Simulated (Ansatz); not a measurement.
Consider Zn$_{4}$Ga$_{6}$O$_{13}$ (interface cell).

The calculation's input:

```
crystal:
  lattice:
    - [3.0832930648, 0.0, 0.0]
    - [0.0, 5.8776120342, 0.0]
    - [0.0, 0.0, 28.4153562503]
  atoms:
    - { symbol: O, position: [0.5, 0.7281150725, 0.0175961194] }
    - { symbol: O, position: [0.5, 0.2780954445, 0.0219335576] }
    - { symbol: Ga, position: [0.0, 0.4855828652, 0.0240652388] }
    - { symbol: Ga, position: [0.5, 1.0005543952, 0.0532663883] }
    - { symbol: O, position: [0.0, 0.9922791619, 0.0898658009] }
    - { symbol: O, position: [0.0, 0.5096468613, 0.0932512999] }
    - { symbol: Ga, position: [-0.5, 0.501371628, 0.1298507125] }
    - { symbol: Ga, position: [0.0, 1.016343158, 0.159051862] }
    - { symbol: O, position: [-0.5, 1.2238305787, 0.1611835431] }
    - { symbol: O, position: [-0.5, 0.7738109507, 0.1655209814] }
    - { symbol: O, position: [0.0, 0.9790780841, 0.2305046952] }
    - { symbol: O, position: [0.0, 0.5290584561, 0.2348421335] }
    - { symbol: Ga, position: [-0.5, 0.7365458768, 0.2369738146] }
    - { symbol: Ga, position: [0.0, 1.2515174068, 0.2661749641] }
    - { symbol: O, position: [-0.5, 1.2432421735, 0.3027743767] }
    - { symbol: O, position: [-0.5, 0.7606098729, 0.3061598757] }
    - { symbol: Ga, position: [-1.0, 0.7523346396, 0.3427592883] }
    - { symbol: Ga, position: [-0.5, 1.2673061696, 0.3719604378] }
    - { symbol: O, position: [-1.0, 1.4747935903, 0.3740921189] }
    - { symbol: O, position: [-1.0, 1.0247739623, 0.3784295572] }
    - { symbol: O, position: [-0.5, 1.2300410957, 0.443413271] }
    - { symbol: O, position: [-0.5, 0.7800214677, 0.4477507093] }
    - { symbol: Ga, position: [-1.0, 0.9875088884, 0.4498823904] }
    - { symbol: Ga, position: [-0.5, 1.5024804184, 0.4790835399] }
    - { symbol: O, position: [-1.0, 1.4942051851, 0.5156829526] }
    - { symbol: O, position: [-1.0, 1.0115728845, 0.5190684515] }
    - { symbol: Ga, position: [-1.5, 1.0032976512, 0.5556678642] }
    - { symbol: Ga, position: [-1.0, 1.5182691812, 0.5848690137] }
    - { symbol: O, position: [-1.5, 1.7257566018, 0.5870006948] }
    - { symbol: O, position: [-1.5, 1.2757369739, 0.5913381331] }
    - { symbol: O, position: [-1.5, 1.2757369739, 0.6483495598] }
    - { symbol: O, position: [-2.0, 1.7757369739, 0.6483495598] }
    - { symbol: Zn, position: [-2.0, 1.4571160467, 0.6720963121] }
    - { symbol: Zn, position: [-1.5, 1.9571160467, 0.6720963121] }
    - { symbol: O, position: [-2.0, 1.4610009248, 0.742400819] }
    - { symbol: O, position: [-1.5, 1.9610009248, 0.742400819] }
    - { symbol: Zn, position: [-1.5, 1.2796218521, 0.7661475713] }
    - { symbol: Zn, position: [-2.0, 1.7796218521, 0.7661475713] }
    - { symbol: O, position: [-1.5, 1.2757369739, 0.8364520782] }
    - { symbol: O, position: [-2.0, 1.7757369739, 0.8364520782] }
    - { symbol: Zn, position: [-2.0, 1.4571160467, 0.8601988305] }
    - { symbol: Zn, position: [-1.5, 1.9571160467, 0.8601988305] }
    - { symbol: O, position: [-2.0, 1.4610009248, 0.9305033374] }
    - { symbol: O, position: [-1.5, 1.9610009248, 0.9305033374] }
    - { symbol: Zn, position: [-1.5, 1.2796218521, 0.9542500897] }
    - { symbol: Zn, position: [-2.0, 1.7796218521, 0.9542500897] }
basis:
  ecutwfc: 420
kpoints:
  mp_grid: { grid: [9, 5, 1] }
hamiltonian:
  xc: pbe
scf:
  occupations: { method: gaussian, width: 0.05 }
output:
  forces: true
  stress: true
  eigenvalues: true
  populations: true
  write_density: true
  write_potential: true
  elf: true
  volumetric_format: npy
relax:
  adjacent_minimum: "off"
  f_tol: 0.02
  max_steps: 70
  cell: { fix: [a, b, gamma, alpha, beta], stress_tol: 0.15 }
```

Run with:

```sh
ansatz run input.yaml --threads 8 --pin off --max-ram 20480MiB --backend cpu --events-out ev --progress --plain --runs-dir out
```

The fields are those of the relaxed geometry.

Level of theory: Ansatz 0.2.0, DFT PBE, scalar-relativistic, plane waves, PAW.

Predict the valence pseudo-density and electron localisation function between the atoms.

Ga–O (1.86 Å): ρ at the midpoint is about 0.82 e/Å³; the ELF peaks at about 0.80 in the valence shell of O, 0.6 Å from its nucleus, and is about 0.40 at the midpoint.
Ga–O (1.90 Å): ρ is about 0.75 e/Å³ halfway; the ELF peaks at about 0.80 in the valence shell of O, 0.6 Å from its nucleus, and is about 0.40 at the midpoint.
Zn–O (1.94 Å): the density is about 0.65 e/Å³ at the midpoint; the ELF peaks at about 0.85 in the valence shell of O, 0.6 Å from its nucleus, and is about 0.25 at the midpoint; no shared electron pair shows on this line.
Ga–O (1.99 Å): ρ is about 0.59 e/Å³ halfway; the ELF peaks at about 0.85 in the valence shell of O, 0.6 Å from its nucleus, and is about 0.30 at the midpoint.

Does the calculation give a band gap?

It is gapped, with a Kohn–Sham gap of 0.77 eV on the k-point mesh, an upper bound to the gap of this method.

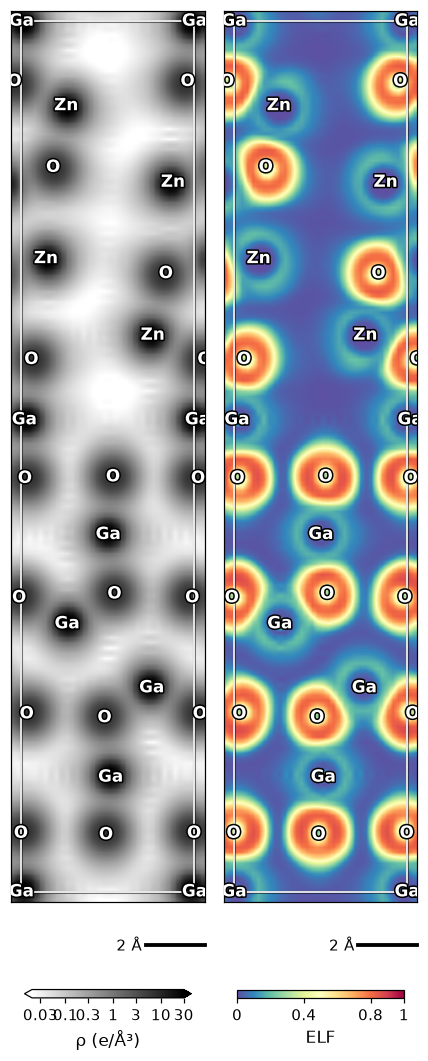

Computed valence pseudo-density and electron localisation function on the (100) plane of the calculation cell, in this order. 
